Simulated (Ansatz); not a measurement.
## Electronic structure of Si3C in real space

```cif
data_structure
_symmetry_space_group_name_H-M 'P 1'
_symmetry_Int_Tables_number 1
_cell_length_a 2.9040
_cell_length_b 2.9040
_cell_length_c 6.5490
_cell_angle_alpha 90.000
_cell_angle_beta 90.000
_cell_angle_gamma 120.000
_cell_volume 47.83
loop_
_atom_site_label
_atom_site_type_symbol
_atom_site_fract_x
_atom_site_fract_y
_atom_site_fract_z
_atom_site_occupancy
Si1 Si 0.33333 0.66667 0.50000 1
Si2 Si 0.66667 0.33333 0.18640 1
Si3 Si 0.66667 0.33333 0.81360 1
C1 C 0.33333 0.66667 0.00000 1
```

Space group P-6m2; a structure generated by program, which may or may not match a known phase.

Level of theory: DFT PBE, scalar-relativistic, plane waves, PAW (Ansatz 0.2.0).

Core electrons are frozen (PAW), and the valence fields are smoothed inside the atomic spheres.

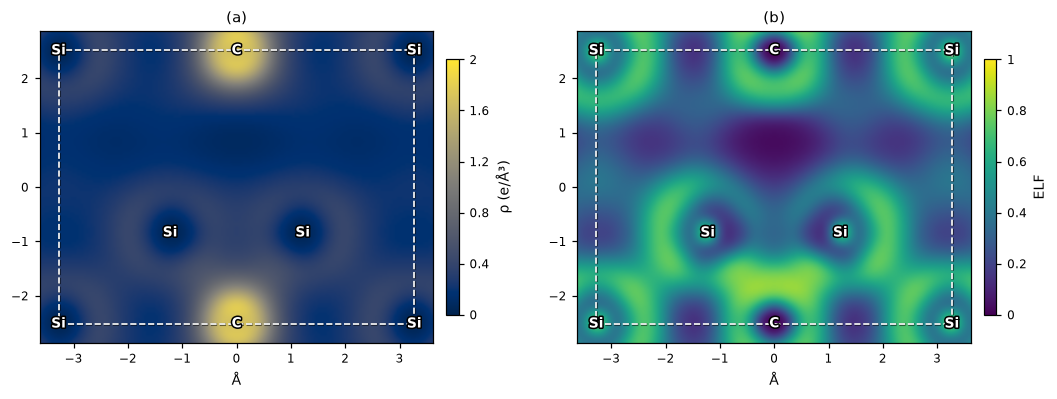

Figure 1. (a) valence electron density; (b) electron localisation function on the (110) plane of the conventional cell.

Read the bonding off the picture.

The section cuts through Si and C sites.
Si–C (2.07 Å): ρ is about 0.62 e/Å³ halfway; the ELF peaks at about 0.85 between the atoms.
Si–Si (2.44 Å): ρ at the midpoint is about 0.35 e/Å³; the ELF is about 0.35 at the midpoint.
Between the atoms the lowest density in this plane is 0.09 e/Å³.

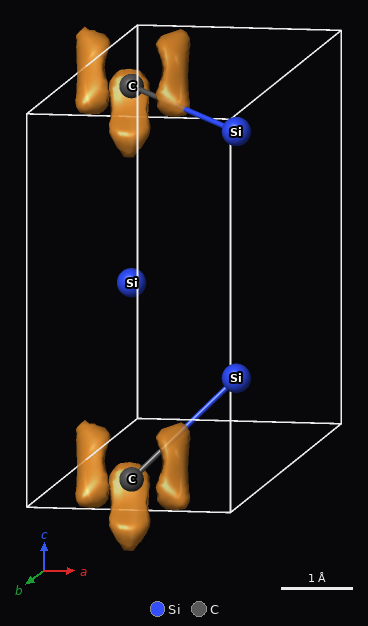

Figure 2. Isosurface of the ELF at 0.8 (orange), seen at an oblique angle. Core shells and regions of very low density are left out. Sticks mark near contacts.

Where are the electrons localised?

At this value the surface marks out three regions between bonded C–Si atoms, counted in one cell of 4 atoms. Any copies at cell faces, edges or corners count once.

Metal or insulator at this level of theory?

It is metallic or semimetallic at this level of theory: no gap opens.
